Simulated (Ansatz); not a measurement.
Consider Sb₂Se.

```cif
data_structure
_symmetry_space_group_name_H-M 'P 1'
_symmetry_Int_Tables_number 1
_cell_length_a 4.0452
_cell_length_b 4.0452
_cell_length_c 11.8853
_cell_angle_alpha 90.000
_cell_angle_beta 90.000
_cell_angle_gamma 120.000
_cell_volume 168.43
loop_
_atom_site_label
_atom_site_type_symbol
_atom_site_fract_x
_atom_site_fract_y
_atom_site_fract_z
_atom_site_occupancy
Sb1 Sb 0.33333 0.66667 0.92050 1
Sb2 Sb 0.66667 0.33333 0.42050 1
Sb3 Sb 0.33333 0.66667 0.57950 1
Sb4 Sb 0.66667 0.33333 0.07950 1
Se1 Se 0.66667 0.33333 0.75000 1
Se2 Se 0.33333 0.66667 0.25000 1
```

Space group P6₃/mmc; a structure generated by program, which may or may not match a known phase.

Theory: Ansatz 0.2.0, DFT PBE, scalar-relativistic, plane waves, PAW.

Predict the valence pseudo-density and electron localisation function between the atoms.

Answer. Sb–Se (3.09 Å): the density is about 0.21 e/Å³ at the midpoint; the ELF is about 0.40 at the midpoint.

Does the calculation give a band gap?

Answer. It is metallic or semimetallic at this level of theory: no gap opens.

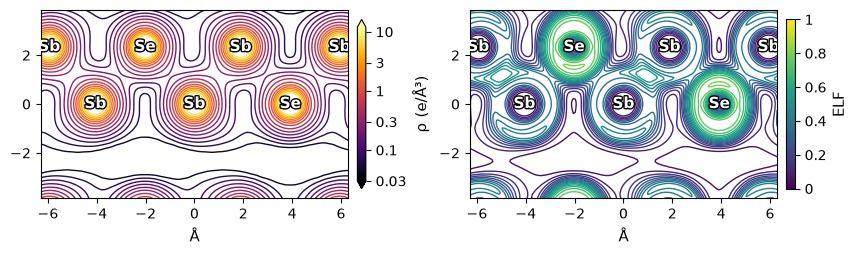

Computed valence pseudo-density and electron localisation function on the (110) plane of the conventional cell, in this order. 

In a PAW calculation such maps are meaningful between the atoms, not at the nuclei.
